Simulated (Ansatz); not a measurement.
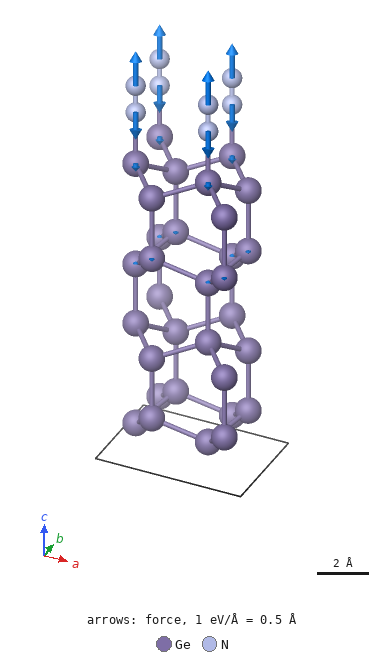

Starting geometry of a slab of composition Ge₄N (cut from the P6_3/mmc phase) with the computed forces as blue arrows. A ball-and-stick model of the 2 × 2 repeat of the cell, outlined in the plane, without the vacuum, seen slightly off an axis.

Case: N2 put at a top Ge site. The slab is the (0 0 1) face of Ge with N2 on it. 4 atoms are held fixed.

These are results of DFT PBEsol, scalar-relativistic, plane waves, PAW (Ansatz 0.2.0), not measurements.

Input
```yaml
crystal:
  lattice:
    - [3.9969678639, 0.0, 0.0]
    - [-1.9984839319, 3.4614757082, 0.0]
    - [0.0, 0.0, 30.8245268541]
  atoms:
    - { symbol: Ge, position: [0.3333333333, 0.6666666667, 0.2757544354] }
    - { symbol: Ge, position: [0.6666666667, 0.3333333333, 0.3026803687] }
    - { symbol: Ge, position: [0.6666666667, 0.3333333333, 0.3827530791] }
    - { symbol: Ge, position: [0.3333333333, 0.6666666667, 0.4096790125] }
    - { symbol: Ge, position: [0.3333333333, 0.6666666667, 0.489235255] }
    - { symbol: Ge, position: [0.6666666667, 0.3333333333, 0.5168008872] }
    - { symbol: Ge, position: [0.6666666667, 0.3333333333, 0.5978940628] }
    - { symbol: Ge, position: [0.3333333333, 0.6666666667, 0.6239296009] }
    - { symbol: "N", position: [0.3333333333, 0.6666666667, 0.6927060013] }
    - { symbol: "N", position: [0.3333333333, 0.6666666667, 0.7283918694] }
basis:
  ecutwfc: 420
kpoints:
  mp_grid: { grid: [9, 9, 1] }
hamiltonian:
  xc: pbesol
scf:
  occupations: { method: gaussian, width: 0.1 }
output:
  forces: true
  eigenvalues: true
  write_density: true
  write_potential: true
  elf: true
  volumetric_format: npy
relax:
  adjacent_minimum: "off"
  f_tol: 0.03
  max_steps: 70
  constraints: [{ sites: [0, 1, 2, 3] }]
efield:
  axis: 3
  dipole_correction: true
  ramp_width: 0.04
```

Run as
```bash
ansatz run input.yaml --threads 2 --pin off --max-ram 5120MiB --backend cpu --events-out ev --progress --plain --runs-dir out
```

> Is this structure relaxed? If not, where do the atoms go?

It isn't relaxed: the largest force vector, on N10, is 2.86 eV/Å. The final displacements have little in common with the starting forces (cosine between the two patterns 0.11). The largest moves, 2.26 Å, are those of N9 and N10. N10 goes along the normal (+c). Largest moves by element: N 2.26 Å, Ge 0.01 Å. The cell doesn't change. Among the contacts that change: Ge8–N9 2.120 → 4.385 Å. Bonds break: Ge8–N9 (2.12 → 4.38 Å). The energy falls by 0.867 eV per cell of the calculation in 14 geometry steps. Largest force component: 2.9 eV/Å at the start, 0.0015 eV/Å at the end. The run took 5.9 min on 2 threads of Intel(R) Xeon(R) Platinum 8259CL CPU @ 2.50GHz (Skylake/Cascade Lake), on a shared host, peak memory 0.94 GiB.

Limits of the set-up: the periodic images lie only 4.0 Å apart, so the values are limited by the cell's size.
